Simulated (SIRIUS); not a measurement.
# A series of single points on HfO2

System: HfO2 (Fm-3m, 3 atoms in the cell).
Method: Kohn-Sham DFT of a periodic cell, PBE, dojo-sr-pbe-0.4.1-standard, no spin polarisation (SIRIUS 7.12.0).

The 7 runs differ only in the geometry, by an even scaling of the cell at fixed fractional positions. The structure derives from an entry of the Crystallography Open Database.

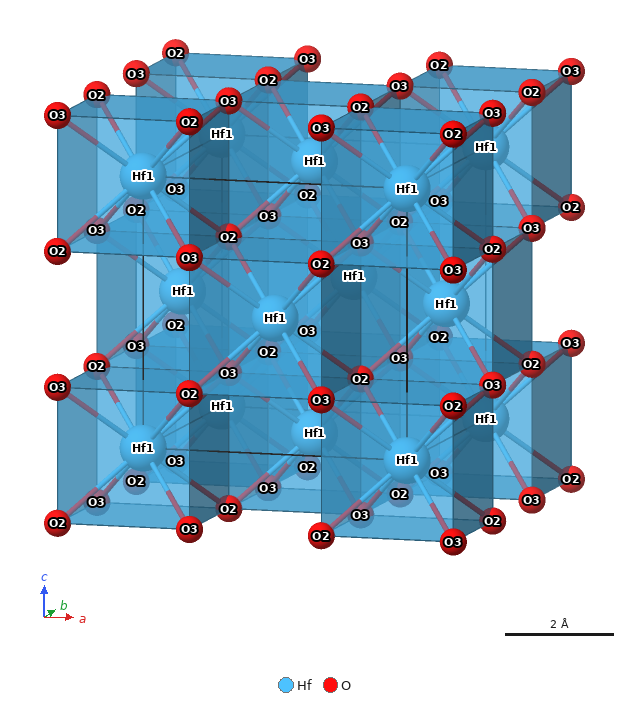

Figure 1. The structure of run 4 (polyhedral view of the cell 4 times as large as that of the calculation, set on its symmetry axes, seen slightly off an axis; polyhedra are completed across the faces of the cell; atoms are numbered from 1 in the order of the input).

### Input of run 4
```
{
  "control": {
    "processing_unit": "cpu",
    "verbosity": 2,
    "num_bands_to_print": 20,
    "print_forces": true,
    "print_stress": true
  },
  "parameters": {
    "electronic_structure_method": "pseudopotential",
    "xc_functionals": ["XC_GGA_X_PBE", "XC_GGA_C_PBE"],
    "gk_cutoff": 9.2,
    "pw_cutoff": 18.4,
    "ngridk": [9, 9, 9],
    "shiftk": [0, 0, 0],
    "smearing": "fermi_dirac",
    "smearing_width": 0.0018374661,
    "num_bands": 20,
    "num_mag_dims": 0,
    "num_dft_iter": 100,
    "energy_tol": 1e-08,
    "density_tol": 1e-06
  },
  "iterative_solver": {
    "type": "davidson",
    "min_tolerance": 1e-10
  },
  "mixer": {
    "type": "anderson",
    "beta": 0.7,
    "max_history": 8
  },
  "settings": {
    "tol_ne": 1e-10
  },
  "unit_cell": {
    "lattice_vectors": [
      [0.0, 4.83297456373, 4.83297456373],
      [4.83297456373, 0.0, 4.83297456373],
      [4.83297456373, 4.83297456373, 0.0]
    ],
    "atom_coordinate_units": "lattice",
    "atom_types": ["Hf", "O"],
    "atom_files": {
      "Hf": "Hf.json",
      "O": "O.json"
    },
    "atoms": {
      "Hf": [
        [0.0, 0.0, 0.0]
      ],
      "O": [
        [0.75, 0.75, 0.75],
        [0.25, 0.25, 0.25]
      ]
    }
  }
}
```

Command:
```bash
upf_to_json Hf.upf
upf_to_json O.upf
OMP_NUM_THREADS=1 sirius.scf --input=sirius.json --output=out.json --task=0
```

Lattice vectors (Å) and fractional positions of run 4:
```
   0.000000    2.557500    2.557500
   2.557500    0.000000    2.557500
   2.557500    2.557500    0.000000
Hf  0.000000  0.000000  0.000000
O   0.750000  0.750000  0.750000
O   0.250000  0.250000  0.250000
```

Run 5 has the same physical settings and fractional positions; its lattice vectors (Å) are:
```
   0.000000    2.574438    2.574438
   2.574438    0.000000    2.574438
   2.574438    2.574438    0.000000
```

### Results, with one run withheld

```tsv
run	volume per atom (Å³)	free energy per atom, from the lowest run given (meV)	pressure (GPa)	gap on the mesh (eV)
1	10.483	14.92	11.15	4.05
2	10.706	3.54	5.22	3.99
3	10.929	0.00	−0.11	3.93
4	11.152	3.49	−4.90	3.87
5	11.375	?	?	?
6	11.598	28.82	−13.07	3.76
7	11.821	49.43	−16.55	3.70
```

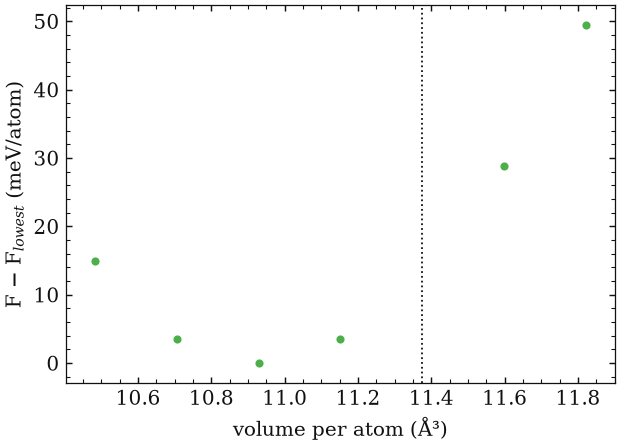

Figure 2. Free energy per atom of the runs given; the dotted line marks run 5.

Estimate the energy of run 5 from the others.

A cubic polynomial in V^(−2/3) (the Birch–Murnaghan form), fitted to the 6 runs given, misses them by under 0.01 meV per atom. With x = V^(−2/3) − 0.20098 Å⁻², it reads F = 2.0564 − 1946.5 x + 4.5926e+05 x² + 2.8807e+05 x³ (meV per atom). At run 5 it gives 13.31 meV per atom, and the run itself gives 13.31. The slope of the fit gives a pressure −dF/dV of −9.17 GPa there, and the run prints −9.20 GPa. The fit has its minimum at 10.926 Å³ per atom, where V d²F/dV² gives 248 GPa: the bulk modulus at this level, since symmetry fixes the shape and the positions. The gap on the mesh goes, without turning, from 4.05 eV in run 1 to 3.70 eV in run 7; run 5 has 3.82 eV. These are gaps of this functional on this mesh, which can miss the band edges; they aren't the measured gap.

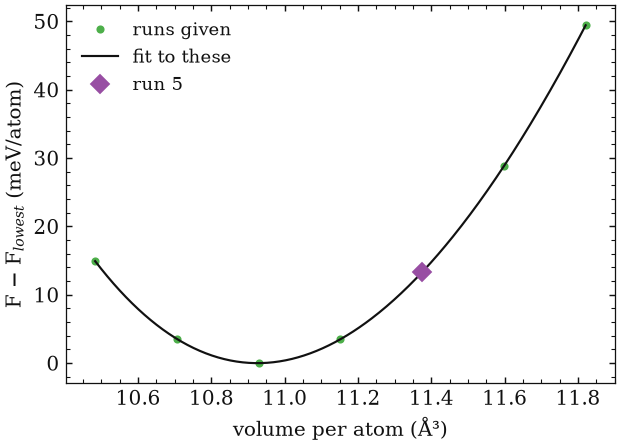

Figure 3. The fit and the withheld run.

### Some lines of the output (run 5)
```
[...]
[find] band gap (eV)                  :       3.81627938
[find] Efermi                         :       0.50582953
[find] band gap (eV)                  :       3.81556563
[find] Efermi                         :       0.50583682
[find] Total energy                   :     -89.70427150 (Ha),    -179.40854301 (Ry)
[find] Free energy (E-TS)             :     -89.70427150 (Ha),    -179.40854301 (Ry)
[find] band gap (eV)                  :       3.81596997
[find] Efermi                         :       0.50583224
[find] band gap (eV)                  :       3.81598216
[find] Efermi                         :       0.50583166
[find] band gap (eV)                  :       3.81598096
[find] Efermi                         :       0.50583171
[find] band gap (eV)                  :       3.81596871
[find] Efermi                         :       0.50583189
```

Notes: Spin–orbit coupling is left out, which matters for Hf.
